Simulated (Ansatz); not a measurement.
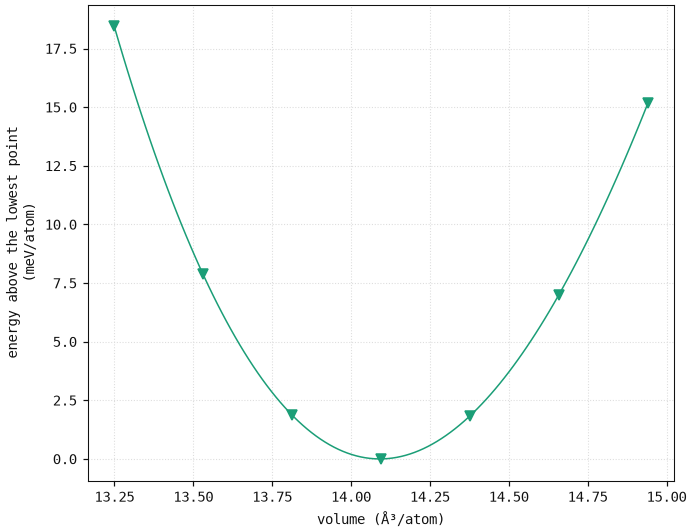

Caption: Energy above the lowest point against volume for CaO, space group Fm-3m (No. 225) (one of a set of cubic test structures, which need not be the stable phase).

A third-order Birch–Murnaghan fit gives V0 = 14.09 Å³/atom, B0 = 105 GPa and B′ = 4.3. The energy above the lowest point is 18.5 meV/atom at volume 13.25 Å³/atom and 15.2 meV/atom at 14.94 Å³/atom; the lowest computed point is at volume 14.09 Å³/atom (0.0 meV/atom), in a single well.

Method: equation of state of a cubic crystal from periodic Kohn-Sham density functional theory without spin, third-order Birch-Murnaghan fit to the free energies; pressure corrected for the finite basis (Ansatz 0.2.0 development build). Level: PBE.

structure type rock salt; atoms in cell 2; space group number 225; lattice centring face-centred primitive; k mesh 20×20×20; occupation method Fermi–Dirac; occupation width 0.06123 eV; wave cutoff 930 eV; datasets hand-made PAW; density tolerance 1e−09 eV; bands 12; density cutoff ratio 5; search for lower states default.
